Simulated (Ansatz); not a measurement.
**Sn: geometry relaxation (part 1 of 2)**

- system: Sn (2 atoms in the cell)
- method: DFT, r2SCAN, plane waves, PAW, no spin polarisation (Ansatz 0.2.0)

The structure derives from an entry of the Crystallography Open Database.

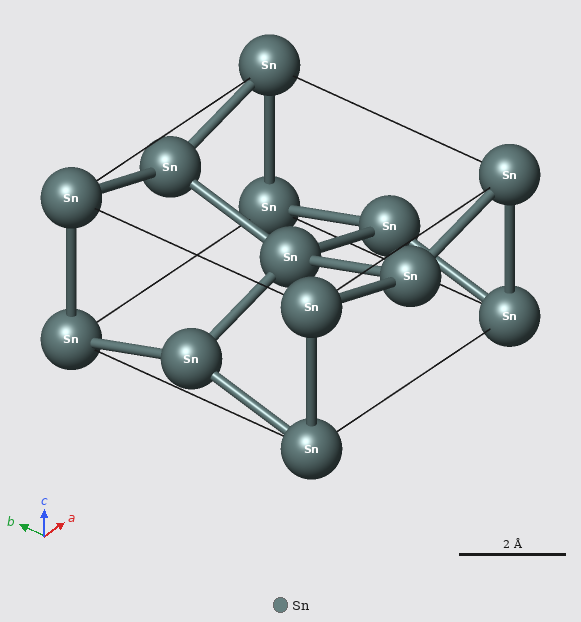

Fig. 1: The input geometry (ball-and-stick view of the cell 2 times as large as that of the calculation, set on its symmetry axes, seen at an oblique angle).

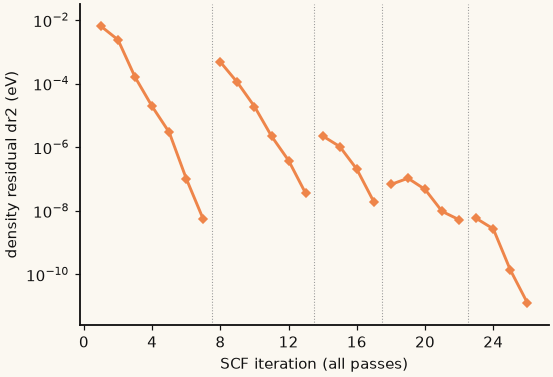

Fig. 2: Convergence of the self-consistent field: density residual dr2 against the SCF iteration. The dotted lines part the SCF passes of the relaxation: geometry steps, rejected trials and re-solves on a re-selected basis. The 5 passes take 4 to 7 iterations each, 26 in all.

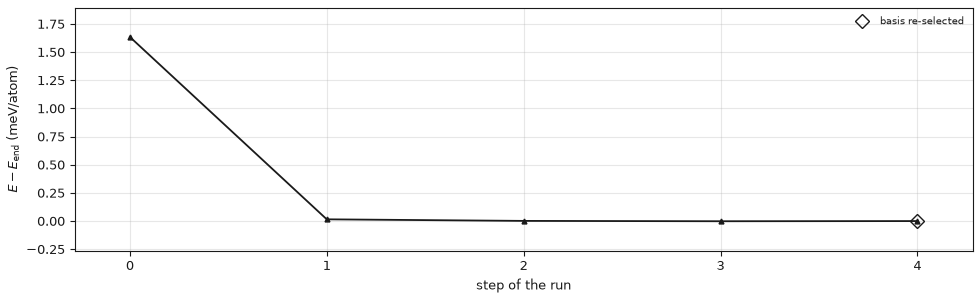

Fig. 3: Progress of the relaxation, step by step (the first geometry is step 0 here and step 1 in the log).

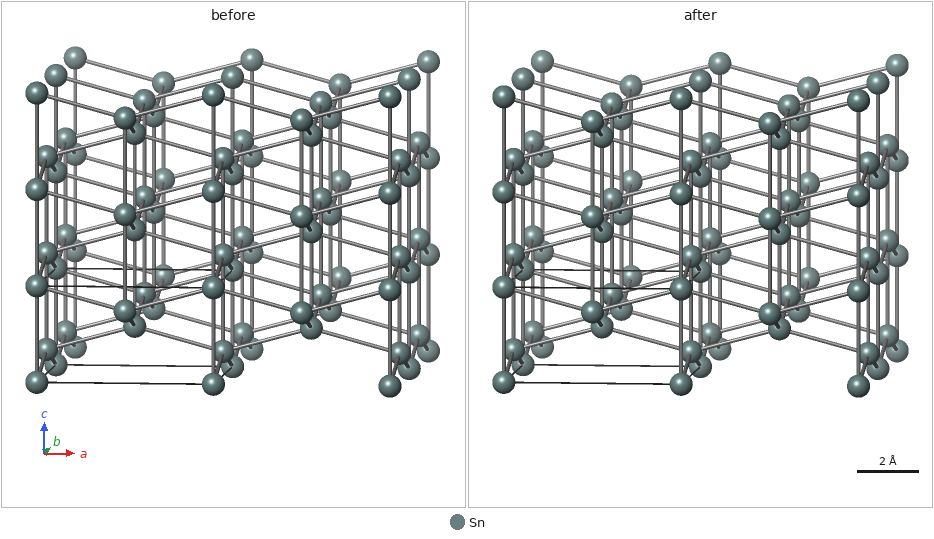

Fig. 4: Before (left) and after (right) the relaxation, at one scale (ball-and-stick view of the cell 2 times as large as that of the calculation, set on its symmetry axes, repeated 2 × 2 × 3, seen at an oblique angle). After 3 geometry steps the energy has fallen by 1.6 meV per atom. All forces vanish by symmetry, so only the cell relaxes. The pressure goes from −0.10 to 0.00 GPa. No atom moves by more than 0.005 Å relative to the cell. The drawn cell changes as follows: a = b 5.879 → 5.905 Å (+0.4 %), c 3.207 → 3.165 Å (−1.3 %); the volume changes by −0.4 %. Among the contacts that change: Sn1–Sn1 3.207 → 3.165 Å, Sn1–Sn2 3.047 → 3.057 Å. The space group stays I4_1/amd (No. 141). A last SCF at the same geometry on a re-selected plane-wave basis shifts the energy by +0.0 meV per atom. (Atoms are counted from 1 in the order of the input.)

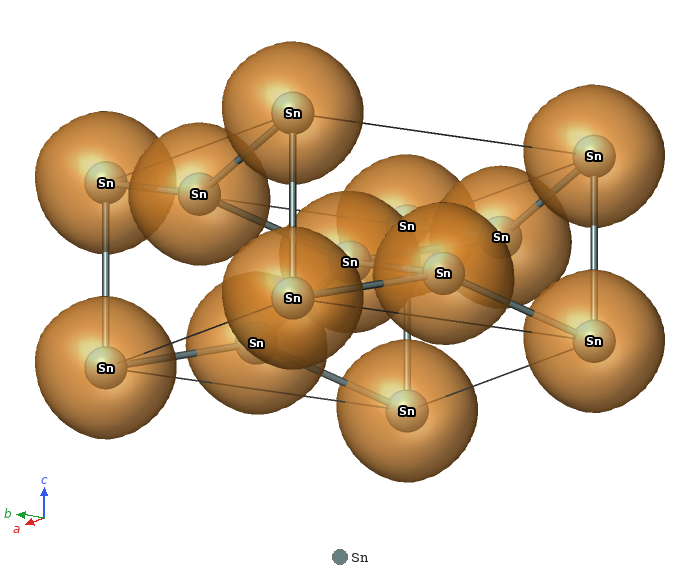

Fig. 5: Isosurface of the valence electron density at 0.3 e/Å³ (orange), seen at an oblique angle. Sticks mark near contacts. The outline is the cell set on symmetry axes. At this value the density breaks into separate islands; it holds about 80 % of the electrons treated as valence (semicore included). It is pinched off along the Sn–Sn (3.06 Å) and Sn–Sn (3.17 Å) contacts. On the grid the lowest density along these lines, outside the cores, is 0.25 e/Å³ (Sn–Sn, 3.06 Å) and 0.2 e/Å³ (Sn–Sn, 3.17 Å). In a PAW calculation such maps are meaningful between the atoms, not at the nuclei.

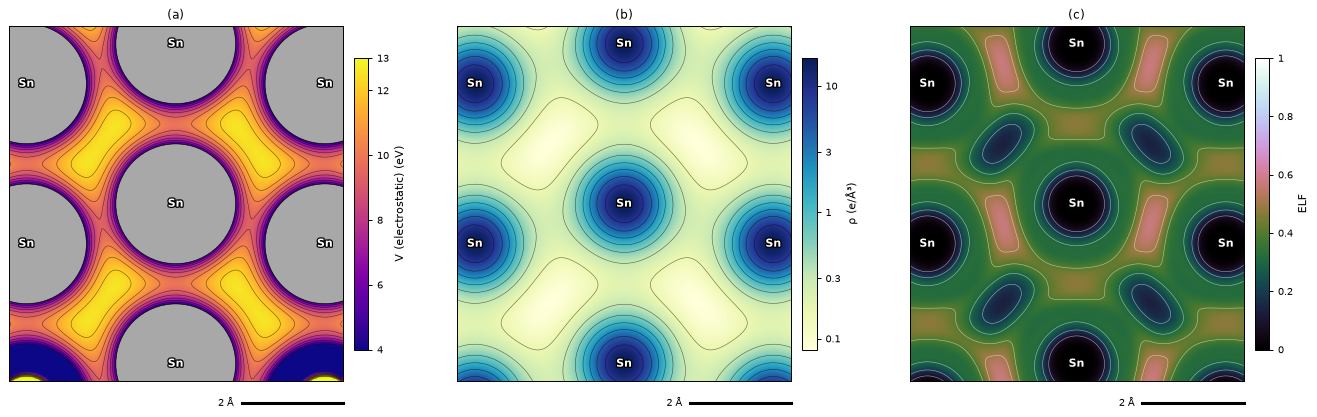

Fig. 6: (a) electrostatic potential energy of an electron; (b) valence electron density; (c) ELF on the (010) plane of the conventional cell. Grey discs, where drawn, cover atomic cores. Atoms in the plane: Sn. Sn–Sn (3.06 Å): ρ is about 0.25 e/Å³ halfway; the ELF is about 0.55 at the midpoint (metallic bonding. Sn–Sn (3.17 Å): ρ at the midpoint is about 0.2 e/Å³; the ELF is about 0.45 at the midpoint, which marks nearly free electrons, as in a simple metal. Away from the nuclei the density in this plane falls to 0.08 e/Å³ at its lowest. Outside the cores the potential energy rises away from the atoms and is highest about 1.9 Å from the nearest atoms; outside the discs it spans about 8 eV, and its zero is arbitrary.

The input that produced these results follows, with the program's output.

### The input
```yaml
crystal:
  lattice:
    - [-2.93931426, 2.93931426, 1.60351394]
    - [2.93931426, -2.93931426, 1.60351394]
    - [2.93931426, 2.93931426, -1.60351394]
  atoms:
    - { symbol: Sn, position: [0.0, 0.0, 0.0] }
    - { symbol: Sn, position: [0.75, 0.25, 0.5] }
  symmetry: { tolerance: 0.0003 }
kpoints:
  mp_grid: { grid: [6, 6, 6], shift: [0, 0, 0] }
magnetization:
  spin_polarized: false
scf:
  occupations: { method: fermi_dirac, width: 0.134 }
  n_extra_bands: 16
hamiltonian:
  pseudopotentials: { kind: paw }
  xc: r2scan
basis:
  ecutwfc: 500
output:
  forces: true
  stress: true
  eigenvalues: true
  write_density: true
  write_potential: true
  elf: true
  volumetric_format: npy
relax:
  max_steps: 40
  cell: {}
```

Launched with:
```bash
ansatz run input.yaml --threads 1 --pin off --max-ram 2560MiB --backend cpu --events-out ev --progress --plain --runs-dir out
```

### Log
```
scf.n_extra_bands = 16 over 14 filled bands (N_el = 28.0): the run solves 30 bands
Engine: ansatz 0.2.0, aarch64-unknown-linux-gnu
Pseudopotentials: kind: paw
Pseudopotential: Sn, paw, valence charge 14, recommended cutoff 500 eV (meta_gga), Sn.paw.azcp
Functional definition: r2SCAN
  parameter k0 = 0.174
  parameter k1 = 0.065
  parameter a1 = 4.9479
  exchange = r2scan_x(k0 = k0, k1 = k1, a1 = a1)
  correlation = r2scan_c
Crystal: 2 atoms, lattice volume = 55.415 Å³
Basis set: ecut = 500 eV, 1389 PW (Γ), exchange–correlation on 144×144×144 points (64 copies of the dense FFT grid, shifted against one another)
Bands: 30, of which v1, the nominal top of the filled ones, is band 14 counted from 1 (13 counted from 0)
Symmetry: 16 space group operations
Space group: I41/amd (ITA 141), of the structure as read, at distance tolerance 1.1e-3 Å
k-points: 30 of 216
Non-local potential: Sn, projectors of the file, l = 0: 2, l = 1: 2, l = 2: 2, l = 3: 2
PAW form: soft (Blöchl's): semilocal exchange-correlation on the pseudo side does not see the compensation charge
PAW frozen core: Sn, regenerated for the run's functional (the file was generated under x = pbe(κ = 0.804, μ = 0.2195149727645171), c = pbe(β = 0.06672455060314922))
PAW one-centre angular grid: Sn, 590 points (default); XC on 249 of its mesh's 2787 points in the sphere
Initial density: superposition of atomic densities (neutral atoms: chi_scale 0, normalization atom), corrected by the library's trained network
Initial wavefunctions: pseudopotential atomic-orbital guess
Functional: x = r2scan, c = r2scan; τ floored in thin density (d = 2e-4 eV/Å³)
SCF iter   1: F=—  HF=-12077.030484 eV  |F-HF|=—  |Δ(HF+E_count)|=         —  Δρ=5.18e-3  dr2=6.40e-3  dr2_τ=1.63e-3  ethr=1.77e-3  ⟨swp⟩=6.2  Hψ=4600  notcnv=0  defer=134
preconditioner: auto → Kerker (q_TF=auto, 2.435 Å⁻¹)  [metal: Δε(μ)=0.079 eV  Ē_g=29.416 eV  σ=0.134 eV  W_gap=0.14  n_scr=16 (ndim 8)  ℏωp=26.4 eV  f_vac=0.000  D(μ)=1.06/eV (n_scr^D=4)]
SCF iter   2: F=—  HF=-12077.049577 eV  |F-HF|=—  |Δ(HF+E_count)|=   1.91e-2  Δρ=2.90e-3  dr2=2.39e-3  dr2_τ=3.82e-5  ethr=2.29e-5  ⟨swp⟩=2.1  Hψ=1509  notcnv=0  defer=230
SCF iter   3: F=—  HF=-12077.050448 eV  |F-HF|=—  |Δ(HF+E_count)|=   8.70e-4  Δρ=5.59e-4  dr2=1.60e-4  dr2_τ=5.19e-6  ethr=8.55e-6  ⟨swp⟩=2.0  Hψ=773  notcnv=0  defer=230
SCF iter   4: F=—  HF=-12077.050515 eV  |F-HF|=—  |Δ(HF+E_count)|=   6.76e-5  Δρ=1.93e-4  dr2=1.92e-5  dr2_τ=2.44e-7  ethr=5.73e-7  ⟨swp⟩=2.6  Hψ=1088  notcnv=0  defer=230
SCF iter   5: F=—  HF=-12077.050527 eV  |F-HF|=—  |Δ(HF+E_count)|=   1.15e-5  Δρ=6.22e-5  dr2=2.95e-6  dr2_τ=1.93e-8  ethr=6.85e-8  ⟨swp⟩=2.1  Hψ=764  notcnv=0  defer=230
SCF iter   6: F=—  HF=-12077.050529 eV  |F-HF|=—  |Δ(HF+E_count)|=   2.37e-6  Δρ=1.52e-5  dr2=1.03e-7  dr2_τ=1.43e-9  ethr=1.06e-8  ⟨swp⟩=2.0  Hψ=779  notcnv=0  defer=230
SCF iter   7: F=-12077.050529 eV  HF=-12077.050529 eV  |F-HF|=1.83e-9  |Δ(HF+E_count)|=   1.19e-7  Δρ=2.89e-6  dr2=5.40e-9  dr2_τ=4.37e-11  ethr=3.57e-10  ⟨swp⟩=15.0  Hψ=6456  notcnv=0
SCF 1 converged in 7 iterations: F = -12077.050529 eV  dr2 = 5.40e-9
  greatest PAW one-centre occupation: 0.990 electrons in one spin orbital (limit 2), on the Sn atom at site 1 (counted from 0), in its partial waves of l = 2
relax step   1: F+E_penalty+E_count = -12077.05052928 eV  Δ(F+E_penalty+E_count) = +0.000e0 eV  max|allowed force component| = 5.204e-18 eV/Å  Δτ_max = 0.0000 Å  P = -0.099 GPa  Ω = 55.415 Å³  (7 SCF iters, dr2 threshold 1.00e-7 eV, accepted)
Crystal: 2 atoms, lattice volume = 55.278 Å³
Initial density: handed on by an earlier stage of this run
Initial wavefunctions: those handed on with the density
iter 1 solved again at ethr=1.85e-6 eV; its pass at ethr=3.10e-3 eV (dr2=5.17e-4 eV) is discarded
SCF iter   1: F=—  HF=-12077.051435 eV  |F-HF|=—  |Δ(HF+E_count)|=         —  Δρ=7.34e-4  dr2=4.80e-4  dr2_τ=1.01e-3  ethr=1.85e-6  ⟨swp⟩=2.8  Hψ=4768  notcnv=0
preconditioner: auto → Kerker (q_TF=auto, 2.436 Å⁻¹)  [metal: Δε(μ)=0.095 eV  Ē_g=29.336 eV  σ=0.134 eV  W_gap=0.17  n_scr=16 (ndim 8)  ℏωp=26.4 eV  f_vac=0.000  D(μ)=1.09/eV (n_scr^D=4)]
SCF iter   2: F=—  HF=-12077.053782 eV  |F-HF|=—  |Δ(HF+E_count)|=   2.35e-3  Δρ=3.76e-4  dr2=1.09e-4  dr2_τ=7.04e-7  ethr=1.71e-6  ⟨swp⟩=2.6  Hψ=1221  notcnv=0
SCF iter   3: F=—  HF=-12077.053769 eV  |F-HF|=—  |Δ(HF+E_count)|=   1.32e-5  Δρ=1.44e-4  dr2=1.91e-5  dr2_τ=2.79e-7  ethr=3.89e-7  ⟨swp⟩=1.0  Hψ=900  notcnv=0
SCF iter   4: F=—  HF=-12077.053767 eV  |F-HF|=—  |Δ(HF+E_count)|=   2.03e-6  Δρ=5.17e-5  dr2=2.23e-6  dr2_τ=1.76e-8  ethr=6.82e-8  ⟨swp⟩=1.0  Hψ=900  notcnv=0
SCF iter   5: F=—  HF=-12077.053767 eV  |F-HF|=—  |Δ(HF+E_count)|=   4.17e-7  Δρ=2.15e-5  dr2=3.82e-7  dr2_τ=3.39e-9  ethr=7.95e-9  ⟨swp⟩=1.9  Hψ=1001  notcnv=0
SCF iter   6: F=-12077.053767 eV  HF=-12077.053767 eV  |F-HF|=1.56e-8  |Δ(HF+E_count)|=   1.70e-7  Δρ=6.45e-6  dr2=3.55e-8  dr2_τ=2.48e-10  ethr=7.14e-10  ⟨swp⟩=10.4  Hψ=5237  notcnv=0
SCF 2 converged in 6 iterations: F = -12077.053767 eV  dr2 = 3.55e-8
relax step   2: F+E_penalty+E_count = -12077.05376744 eV  Δ(F+E_penalty+E_count) = -3.238e-3 eV  max|allowed force component| = 5.204e-18 eV/Å  Δτ_max = 0.0000 Å  P = -0.083 GPa  Ω = 55.278 Å³  energy of the carried Pulay correction = +3.363e-6 eV  (6 SCF iters, dr2 threshold 2.00e-7 eV, accepted)
Crystal: 2 atoms, lattice volume = 55.136 Å³
Basis set: ecut = 500 eV, 1373 PW (Γ), exchange–correlation on 144×144×144 points (64 copies of the dense FFT grid, shifted against one another)
iter 1 solved again at ethr=6.73e-9 eV; its pass at ethr=3.10e-3 eV (dr2=1.88e-6 eV) is discarded
SCF iter   1: F=—  HF=-12077.053665 eV  |F-HF|=—  |Δ(HF+E_count)|=         —  Δρ=5.61e-5  dr2=2.26e-6  dr2_τ=3.45e-5  ethr=6.73e-9  ⟨swp⟩=3.1  Hψ=3811  notcnv=0
preconditioner: auto → Kerker (q_TF=auto, 2.437 Å⁻¹)  [metal: Δε(μ)=0.074 eV  Ē_g=29.357 eV  σ=0.134 eV  W_gap=0.14  n_scr=16 (ndim 8)  ℏωp=26.5 eV  f_vac=0.000  D(μ)=1.08/eV (n_scr^D=4)]
SCF iter   2: F=—  HF=-12077.053794 eV  |F-HF|=—  |Δ(HF+E_count)|=   1.29e-4  Δρ=4.99e-5  dr2=1.05e-6  dr2_τ=6.78e-9  ethr=6.73e-9  ⟨swp⟩=2.5  Hψ=1353  notcnv=0
SCF iter   3: F=—  HF=-12077.053795 eV  |F-HF|=—  |Δ(HF+E_count)|=   4.21e-7  Δρ=1.92e-5  dr2=2.04e-7  dr2_τ=4.94e-9  ethr=3.74e-9  ⟨swp⟩=1.5  Hψ=966  notcnv=0
SCF iter   4: F=-12077.053795 eV  HF=-12077.053795 eV  |F-HF|=6.23e-9  |Δ(HF+E_count)|=   7.00e-8  Δρ=6.20e-6  dr2=1.91e-8  dr2_τ=3.69e-10  ethr=1.54e-10  ⟨swp⟩=9.5  Hψ=5801  notcnv=0
SCF 3 converged in 4 iterations: F = -12077.053795 eV  dr2 = 1.91e-8
relax step   3: F+E_penalty+E_count = -12077.05379459 eV  Δ(F+E_penalty+E_count) = -2.715e-5 eV  max|allowed force component| = 1.735e-18 eV/Å  Δτ_max = 0.0000 Å  P = +0.047 GPa  Ω = 55.136 Å³  energy of the carried Pulay correction = +6.798e-6 eV  (4 SCF iters, dr2 threshold 4.32e-8 eV, accepted)
Crystal: 2 atoms, lattice volume = 55.185 Å³
iter 1 solved again at ethr=1.30e-10 eV; its pass at ethr=3.10e-3 eV (dr2=3.65e-8 eV) is discarded
```
